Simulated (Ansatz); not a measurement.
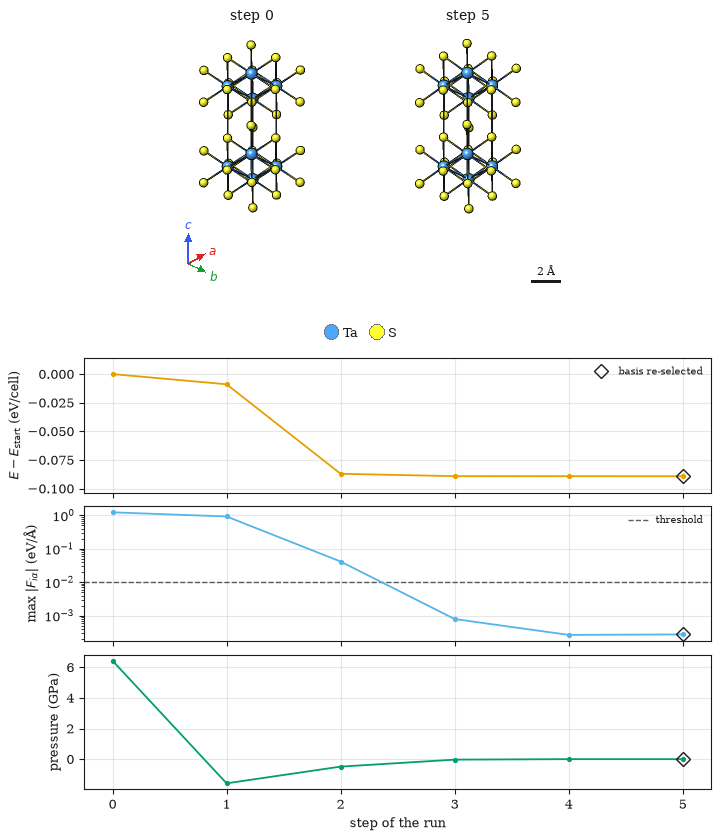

First and last geometry of a relaxation of crystalline TaS₂ (set up in P-3m1), with the history of the run. The picture is a ball-and-stick view of the cell of the calculation, seen from a free direction.

The run lets cell and atoms move.

Computed with Kohn-Sham DFT of a periodic cell, PBE with D4, Ansatz PAW in Ansatz.

Input
```yaml
crystal:
  lattice:
    - [3.35, 0.0, 0.0]
    - [-1.675, 2.9011851027, 0.0]
    - [0.0, 0.0, 5.86]
  atoms:
    - { symbol: Ta, position: [0.0, 0.0, 0.0] }
    - { symbol: S, position: [0.6666666667, 0.3333333333, 0.75] }
    - { symbol: S, position: [0.3333333333, 0.6666666667, 0.25] }
hamiltonian:
  xc: pbe
  pseudopotentials: { kind: paw }
  dispersion: d4
kpoints:
  mp_grid: { grid: [9, 9, 5] }
scf:
  occupations: { method: fermi_dirac, width: 0.05 }
output:
  forces: true
  stress: true
relax:
  f_tol: 0.01
  max_steps: 40
  cell: { stress_tol: 0.05 }
```

Run as
```bash
ansatz run input.yaml --threads 2 --pin off --max-ram 5632MiB --backend cpu --events-out ev --progress --plain --runs-dir out
```

### Read the history and describe the run.

It converged. After 4 accepted moves (5 points after the start) the energy has fallen by 89.2 meV per cell of the calculation. Largest force component: 1.2 eV/Å at the start, 0.00027 eV/Å at the end. The pressure goes from 6.43 to 0.00 GPa. The SCF was repeated once at an unchanged geometry on a basis and grid sized afresh for the cell, which shifted the energy by less than 0.05 meV per cell of the calculation at most. The largest moves relative to the cell, 0.067 Å, are those of S atoms. Ta stays in place. The drawn cell changes as follows: a = b 3.350 → 3.343 Å (−0.2 %), c 5.860 → 5.899 Å (+0.7 %); the volume changes by +0.2 %. Near-neighbour distances that change, for instance: S–Ta 2.426 → 2.470 Å, Ta–Ta 3.350 → 3.343 Å. Bond angles that change, for instance: Ta–S–Ta 87.3° → 85.2°, S–Ta–S 87.3° → 85.2°, S–Ta–S 92.7° → 94.8°. The space group stays P-3m1 (No. 164).

```tsv
step	E − E(0), meV/atom	largest force component, eV/Å	pressure, GPa	volume, Å³/atom	note
0	0.00	1.2390	6.43	18.984	
1	-2.96	0.9298	-1.58	18.032	
2	-29.01	0.0416	-0.49	18.949	
3	-29.70	0.0008	-0.03	19.016	
4	-29.71	0.0003	0.00	19.028	
5	-29.72	0.0003	0.00	19.028	same geometry, new basis
```
